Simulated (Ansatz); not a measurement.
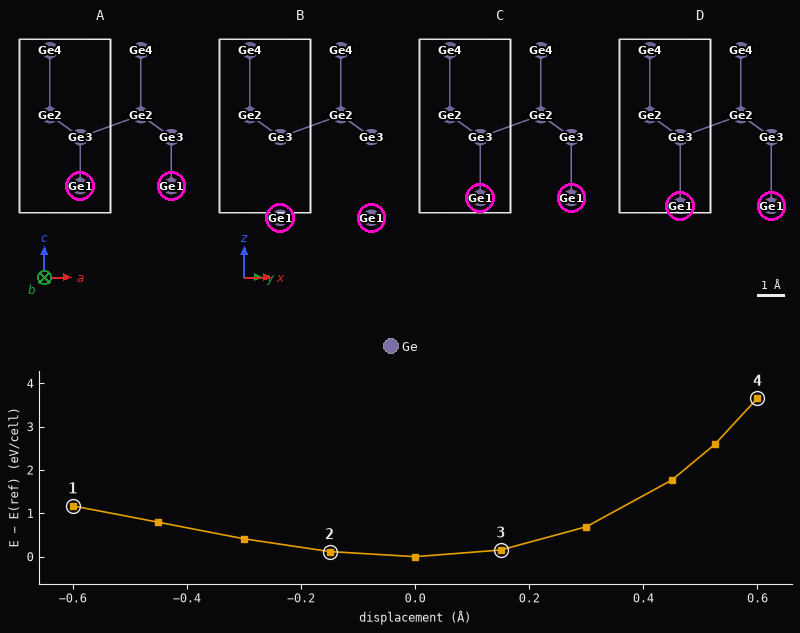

A scan of crystalline Ge (P6_3/mmc): Ge1 (one in each cell of 4 atoms) is moved along Cartesian [0 0 1], all else fixed. The frames are shuffled; the numbered points of the plot belong to them. The picture is a ball-and-stick view of the cell of the calculation, repeated 2 × 2 × 1 with one cell outlined, seen along the b axis. The ringed atoms are those of the scanned coordinate.

These are results of DFT PBEsol, scalar-relativistic, plane waves, PAW in Ansatz 0.2.0, not measurements. Settings: plane-wave cutoff 420 eV; k-point mesh 12 × 12 × 8; occupations gaussian; smearing width 0.15 eV; no spin polarisation. Energies (free energies at the smearing named) are counted from the relaxed crystal.

**Which frame belongs to which numbered point?**

Point 1 is frame B (the displacement −0.60 Å, 1.17 eV/cell); 2 is frame D (the displacement −0.15 Å, 0.12 eV/cell); 3 is frame C (the displacement 0.15 Å, 0.15 eV/cell); 4 is frame A (the displacement 0.60 Å, 3.66 eV/cell). Of the computed points the lowest is at the displacement 0.00 Å, 0.00 eV/cell. The end points stand at 1.17 eV/cell (−0.60 Å) and 3.66 eV/cell (0.60 Å). The curvature at zero is about 12 eV/Å². The well is lopsided: at ±0.600 Å the energy is 3.1 times higher on the positive side. At the highest point the shortest interatomic distance is 1.87 Å, against 2.45 Å in the reference. The distortion takes the space group from P6_3/mmc to P3m1.
